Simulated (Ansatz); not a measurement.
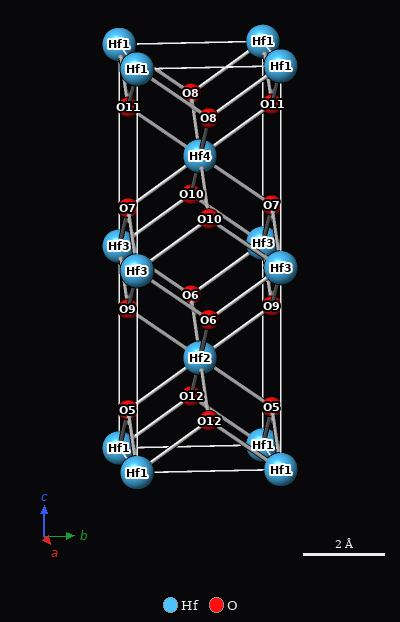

**Figure 1.** The input geometry (ball-and-stick view of the cell of the calculation, seen at an oblique angle; atoms are numbered from 1 in the order of the input). An atom can appear more than once, as a periodic image. Near neighbours in the periodic cell (some may lie outside the picture): Hf has 8 O at 2.21 Å; O has 4 Hf at 2.21 Å.

Single-point calculation, with input and output: HfO₂

HfO₂ (12 atoms in the cell), computed with DFT PBE, scalar-relativistic, plane waves, PAW, no spin polarisation (Ansatz 0.2.0).

The structure derives from an entry of the Crystallography Open Database. It belongs to a series of runs on one base structure; here: the relaxed cell repeated 4 times. Figures and captions count atoms from 1; the log counts them from 0 in places.

Input file
```yaml
crystal:
  lattice:
    - [-2.5575, -2.5575, 0.0]
    - [2.5575, -2.5575, 0.0]
    - [0.0, 0.0, 10.23]
  atoms:
    - { symbol: Hf, position: [0.0, 0.0, 0.0] }
    - { symbol: Hf, position: [0.5, 0.5, 0.25] }
    - { symbol: Hf, position: [0.0, 0.0, 0.5] }
    - { symbol: Hf, position: [0.5, 0.5, 0.75] }
    - { symbol: O, position: [0.5, 0.0, 0.125] }
    - { symbol: O, position: [0.0, 0.5, 0.375] }
    - { symbol: O, position: [0.5, 0.0, 0.625] }
    - { symbol: O, position: [0.0, 0.5, 0.875] }
    - { symbol: O, position: [0.5, 0.0, 0.375] }
    - { symbol: O, position: [0.0, 0.5, 0.625] }
    - { symbol: O, position: [0.5, 0.0, 0.875] }
    - { symbol: O, position: [0.0, 0.5, 0.125] }
basis:
  ecutwfc: 420
kpoints:
  mp_grid: { grid: [6, 6, 3] }
hamiltonian:
  xc: pbe
scf:
  occupations: { method: gaussian, width: 0.05 }
output:
  forces: true
  stress: true
  eigenvalues: true
  write_density: true
  write_potential: true
  elf: true
  volumetric_format: npy
```

Hardware: 2 threads of Arm Neoverse V2, 24 GiB of memory available, shared host.

Launch command:
```bash
ansatz run input.yaml --threads 2 --pin off --max-ram 5120MiB --backend cpu --events-out ev --progress --plain --runs-dir out
```

What the program printed
```
Engine: ansatz 0.2.0, aarch64-unknown-linux-gnu
Pseudopotentials: kind: paw
Pseudopotential: Hf, paw, valence charge 26, recommended cutoff 420 eV (normal), Hf.paw.azcp
Pseudopotential: O, paw, valence charge 6, recommended cutoff 420 eV (normal), O.paw.azcp
Functional definition: PBE
  parameter kappa = 0.804
  parameter beta = 0.06672455060314922
  exchange = pbe_x(kappa = kappa, mu = beta*pi^2/3)
  correlation = pbe_c(beta = beta)
Crystal: 12 atoms, lattice volume = 133.825 Å³
Basis set: ecut = 420 eV, 2595 PW (Γ), exchange–correlation on 50×50×144 points (8 copies of the dense FFT grid, shifted against one another)
Bands: 92, of which v1, the nominal top of the filled ones, is band 76 counted from 1 (75 counted from 0)
Symmetry: 64 space group operations
Space group: Fm-3m (ITA 225), of the structure as read, at distance tolerance 5.1e-5 Å
k-points: 20 of 108
Non-local potential: Hf, projectors of the file, l = 0: 3, l = 1: 2, l = 2: 2, l = 3: 3
Non-local potential: O, projectors of the file, l = 0: 2, l = 1: 2, l = 2: 1
PAW form: soft (Blöchl's): semilocal exchange-correlation on the pseudo side does not see the compensation charge
PAW one-centre angular grid: Hf, 590 points (default); XC on 64 Gauss nodes
PAW one-centre angular grid: O, 110 points (default); XC on 64 Gauss nodes
Initial density: superposition of atomic densities (neutral atoms: chi_scale 0, normalization atom), corrected by the library's trained network
Initial wavefunctions: pseudopotential atomic-orbital guess
Functional: x = pbe(κ = 0.804, μ = 0.2195149727645171), c = pbe(β = 0.06672455060314922)
SCF iter   1: F=—  HF=-67445.628078 eV  |F-HF|=—  |Δ(HF+E_count)|=         —  Δρ=2.34e-3  dr2=5.28e-3  ethr=1.77e-3  ⟨swp⟩=5.3  Hψ=5661  notcnv=0  defer=33
preconditioner: auto → Resta (q_TF=auto, 2.787 Å⁻¹)  ε∞=5.5  [insulator: Δε(μ)=3.739 eV  Ē_g=18.120 eV  σ=0.050 eV  W_gap=1.00  n_scr=56 (ndim 8)  ℏωp=38.5 eV  f_vac=0.066  D(μ)=0.00/eV (n_scr^D=0)  ε∞_Penn≈5.5]
SCF iter   2: F=—  HF=-67445.629335 eV  |F-HF|=—  |Δ(HF+E_count)|=   1.26e-3  Δρ=9.83e-4  dr2=5.72e-4  ethr=3.47e-6  ⟨swp⟩=2.0  Hψ=3437  notcnv=0  defer=55
SCF iter   3: F=—  HF=-67445.630266 eV  |F-HF|=—  |Δ(HF+E_count)|=   9.31e-4  Δρ=5.70e-4  dr2=2.73e-4  ethr=3.76e-7  ⟨swp⟩=2.0  Hψ=2627  notcnv=0  defer=55
SCF iter   4: F=—  HF=-67445.630869 eV  |F-HF|=—  |Δ(HF+E_count)|=   6.03e-4  Δρ=1.56e-4  dr2=4.00e-5  ethr=1.80e-7  ⟨swp⟩=2.0  Hψ=3200  notcnv=0  defer=55
SCF iter   5: F=—  HF=-67445.630599 eV  |F-HF|=—  |Δ(HF+E_count)|=   2.70e-4  Δρ=8.35e-5  dr2=9.21e-6  ethr=2.63e-8  ⟨swp⟩=2.0  Hψ=3141  notcnv=0  defer=55
SCF iter   6: F=—  HF=-67445.630614 eV  |F-HF|=—  |Δ(HF+E_count)|=   1.54e-5  Δρ=2.27e-5  dr2=8.63e-7  ethr=6.06e-9  ⟨swp⟩=2.0  Hψ=2786  notcnv=0  defer=55
SCF iter   7: F=-67445.630615 eV  HF=-67445.630615 eV  |F-HF|=1.14e-8  |Δ(HF+E_count)|=   1.20e-6  Δρ=3.51e-6  dr2=8.61e-9  ethr=6.58e-11  ⟨swp⟩=11.9  Hψ=13893  notcnv=0
SCF 1 converged in 7 iterations: F = -67445.630615 eV  dr2 = 8.61e-9
  greatest PAW one-centre occupation: 0.999 electrons in one spin orbital (limit 2), on the Hf atom at site 3 (counted from 0), in its partial waves of l = 3
SCF converged after 7 iterations
Free energy (F): -67445.630615 eV
Harris-Foulkes:  -67445.630615 eV  (|F-HF|=1.14e-8)
Internal energy: -67445.630615 eV  (E = F + TS)
E sigma→0 (E₀):  -67445.630615 eV
Fermi energy:    17.385133 eV
--- Per-component energies (eV) ---
  E_band       = 127.417978
  E_kinetic    = 3079.285499
  E_local      = -23247.027840  (includes V_loc(G=0)·N_el)
  E_nonlocal   = -4590.324919
  E_hartree    = 10638.895609
  E_xc         = -1789.296441
  E_vxc        = -1816.998574  (∫ρ·V_xc dr)
  E_paw        = -28968.753709  (= ΣΔE_a)
  E_vpaw       = 5424.668056  (= ΣTr[D̂ρ^β])
  E_aug_tail   = 0.019821  (compensation charges beyond the density's cutoff)
  E_ewald      = -22568.428635
  E_smearing   = -0.000000  (= −TS)
  E_closure    = -0.000000  (closes the sum)
  Σ components = -67445.630615   (vs F -67445.630615, Δ=0.00e0)
--- Forces (eV/Å), atoms counted from 1 ---
  atom   1  Hf     0.00000000     0.00000000    -0.00000000
  atom   2  Hf    -0.00000000     0.00000000     0.00000000
  atom   3  Hf     0.00000000    -0.00000000    -0.00000000
  atom   4  Hf    -0.00000000     0.00000000     0.00000000
  atom   5  O      0.00000000    -0.00000000    -0.00000000
  atom   6  O      0.00000000    -0.00000000     0.00000000
  atom   7  O      0.00000000    -0.00000000     0.00000000
  atom   8  O      0.00000000    -0.00000000     0.00000000
  atom   9  O      0.00000000     0.00000000    -0.00000000
  atom  10  O      0.00000000     0.00000000     0.00000000
  atom  11  O     -0.00000000     0.00000000    -0.00000000
  atom  12  O      0.00000000    -0.00000000    -0.00000000
  max |Σ_I F_I| component: 6.07e-18 eV/Å
--- Stress (GPa, compression-positive) ---
       -2.459550      -0.000000       0.000000
       -0.000000      -2.459550      -0.000000
        0.000000      -0.000000      -2.458714
  P = ⅓ Tr σ = -2.4593 GPa (-24.593 kbar)
--- Band table (eV; the first three rows and the last of 20) ---
  k-point 0: bands = ["-45.6329", "-45.6248", "-45.6248", "-45.6167", "-14.5718", "-14.3743", "-14.3743", "-14.2694", "-14.2694", "-14.2136", "-14.2136", "-14.2136", "-14.2136", "-14.1575", "-14.1575", "-14.1575", "-3.0841", "-2.1590", "-2.1590", "-1.4110", "-1.0934", "-0.9226", "-0.9226", "-0.3480", "4.4659", "4.4659", "4.4659", "4.4792", "4.4792", "4.4792", "4.4792", "4.4861", "4.4861", "4.4878", "4.4878", "4.4952", "4.5014", "4.5033", "4.5033", "4.5115", "4.5115", "4.5115", "4.5115", "4.5142", "4.5142", "4.5272", "4.5272", "4.5272", "4.5415", "4.5760", "4.5760", "4.7221", "9.1790", "10.2960", "10.2960", "10.2960", "10.9460", "10.9460", "10.9460", "10.9460", "11.5400", "11.5400", "12.1122", "12.1122", "12.5389", "12.5389", "13.9898", "13.9898", "14.8235", "14.8235", "14.8235", "14.8235", "14.9190", "14.9190", "14.9190", "15.5250", "19.2453", "19.3478", "19.3478", "19.9130", "19.9130", "20.0409", "20.0409", "20.8995", "21.1025", "21.9290", "23.4656", "23.4656", "23.5117", "23.5117", "24.0971", "24.0971"]
  k-point 1: bands = ["-45.6318", "-45.6288", "-45.6208", "-45.6178", "-14.5464", "-14.4752", "-14.2685", "-14.2619", "-14.2619", "-14.2416", "-14.2416", "-14.1878", "-14.1856", "-14.1856", "-14.1650", "-14.1650", "-2.9655", "-2.6340", "-1.6499", "-1.3495", "-1.2482", "-1.1757", "-0.6483", "-0.4313", "4.4678", "4.4678", "4.4679", "4.4728", "4.4728", "4.4747", "4.4844", "4.4844", "4.4862", "4.4862", "4.5031", "4.5033", "4.5033", "4.5039", "4.5055", "4.5055", "4.5077", "4.5081", "4.5189", "4.5189", "4.5206", "4.5249", "4.5249", "4.5254", "4.5307", "4.5307", "4.6365", "4.6958", "9.4815", "10.3198", "10.3700", "10.3700", "10.5842", "10.5898", "10.5898", "11.3832", "11.4057", "11.4057", "11.8759", "11.8759", "12.9592", "13.8485", "14.1968", "14.1968", "14.2907", "14.5628", "14.5628", "14.9249", "14.9249", "14.9292", "14.9292", "15.0121", "19.3695", "19.4337", "19.5738", "19.6666", "19.6786", "19.8719", "20.4434", "20.7710", "21.5021", "22.3729", "22.4227", "23.3307", "23.5124", "23.5124", "23.6974", "23.6974"]
  k-point 2: bands = ["-45.6308", "-45.6238", "-45.6238", "-45.6168", "-14.5334", "-14.4101", "-14.4101", "-14.3183", "-14.2593", "-14.2239", "-14.2202", "-14.2202", "-14.2109", "-14.2109", "-14.1735", "-14.1623", "-2.8554", "-2.0652", "-2.0652", "-1.3788", "-1.1282", "-0.9593", "-0.9593", "-0.5055", "4.4693", "4.4696", "4.4700", "4.4790", "4.4790", "4.4822", "4.4822", "4.4865", "4.4875", "4.4875", "4.4905", "4.4953", "4.5002", "4.5010", "4.5062", "4.5072", "4.5072", "4.5103", "4.5103", "4.5203", "4.5203", "4.5205", "4.5228", "4.5264", "4.5354", "4.5654", "4.5654", "4.6738", "9.4807", "10.4275", "10.4957", "10.8010", "10.9721", "10.9721", "11.0229", "11.0229", "11.8063", "11.8394", "11.8394", "12.1586", "12.6815", "12.6815", "13.6719", "14.0907", "14.2348", "14.4035", "14.4035", "14.4309", "14.5324", "14.5324", "14.9388", "15.3987", "19.5588", "19.5710", "19.7410", "20.0807", "20.0807", "20.1042", "20.1042", "20.8628", "21.8130", "22.0374", "22.7098", "22.7098", "23.0688", "23.5849", "24.1849", "24.1849"]
  k-point 19: bands = ["-45.6167", "-45.6167", "-45.6167", "-45.6167", "-14.5523", "-14.5523", "-14.4983", "-14.4983", "-14.3471", "-14.3471", "-14.2903", "-14.2903", "-14.2707", "-14.2707", "-14.2698", "-14.2698", "-1.3885", "-1.3885", "-1.3279", "-1.3279", "-1.1692", "-1.1692", "-1.1135", "-1.1135", "4.4867", "4.4867", "4.4886", "4.4886", "4.4887", "4.4887", "4.4945", "4.4945", "4.4950", "4.4950", "4.4951", "4.4951", "4.4970", "4.4970", "4.5003", "4.5003", "4.5011", "4.5011", "4.5014", "4.5014", "4.5043", "4.5043", "4.5084", "4.5084", "4.5293", "4.5293", "4.5382", "4.5382", "9.3334", "9.3334", "9.7732", "9.7732", "11.2095", "11.2095", "11.8493", "11.8493", "12.2236", "12.2236", "12.5390", "12.5390", "13.4746", "13.4746", "13.8485", "13.8485", "14.0208", "14.0208", "14.0891", "14.0891", "15.3772", "15.3772", "15.4768", "15.4768", "19.4448", "19.4448", "19.8960", "19.8960", "20.7525", "20.7525", "20.8740", "20.8740", "21.9716", "21.9716", "22.1133", "22.1133", "22.7878", "22.7878", "23.2400", "23.2400"]
```

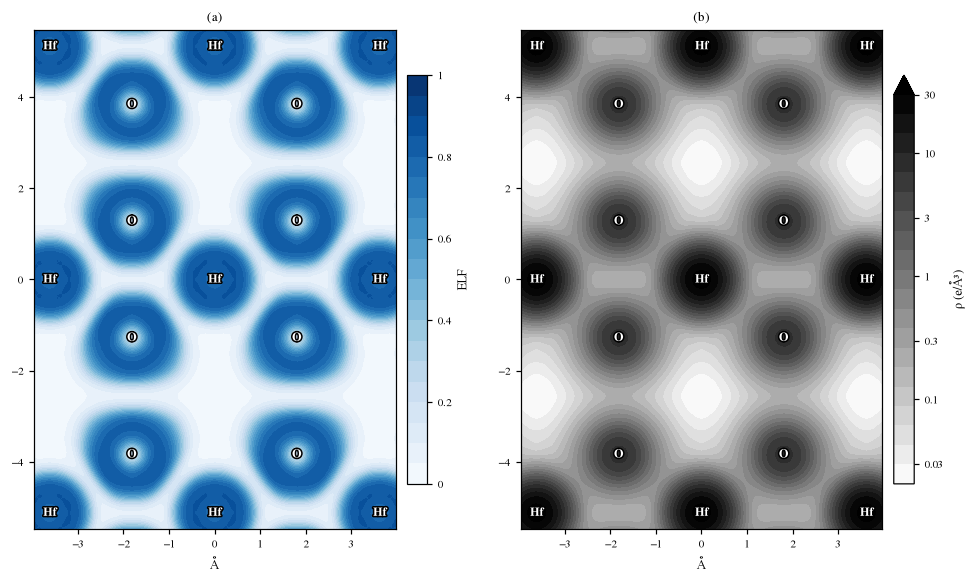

**Figure 2.** (a) electron localisation function; (b) valence electron density on the (010) plane of the calculation cell. Hf–O (2.21 Å): ρ is about 0.55 e/Å³ halfway; the ELF peaks at about 0.85 in the valence shell of O, 0.6 Å from its nucleus, and drops to about 0.15 between the two atoms. Away from the nuclei the density in this plane falls to 0.02 e/Å³ at its lowest. The strong features right at Hf lie inside the PAW spheres (semicore, d or f shells) and say nothing about bonding. In a PAW calculation such maps are meaningful between the atoms, not at the nuclei.

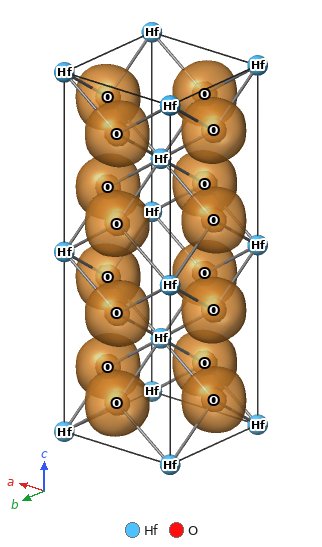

**Figure 3.** Isosurface of the ELF at 0.65 (orange), seen at an oblique angle. Only the valence region is drawn (cores and ρ < 0.01 e/Å³ removed). Sticks mark near contacts. The outline is the calculation cell. Profiles from the grid: Hf–O (2.21 Å): the ELF peaks at about 0.85 in the valence shell of O, 0.6 Å from its nucleus, and drops to about 0.15 between the two atoms.

Summary

```json
{"quantity": "outcome", "value": "converged"}
{"quantity": "space group (tolerance 0.01 Å)", "value": "Fm-3m (225)"}
{"quantity": "electrons treated", "value": "152"}
{"quantity": "free energy", "value": "−67445.6306 eV"}
{"quantity": "Fermi energy", "value": "17.385 eV"}
{"quantity": "gap on the k-point mesh", "value": "3.72 eV"}
{"quantity": "pressure", "value": "−2.46 GPa"}
{"quantity": "largest force (length of the vector)", "value": "under 0.001 eV/Å"}
{"quantity": "wall time", "value": "8.3 s (CPU time 16 s)"}
{"quantity": "peak memory", "value": "0.54 GiB"}
```

Spin–orbit coupling is left out, which matters for Hf.
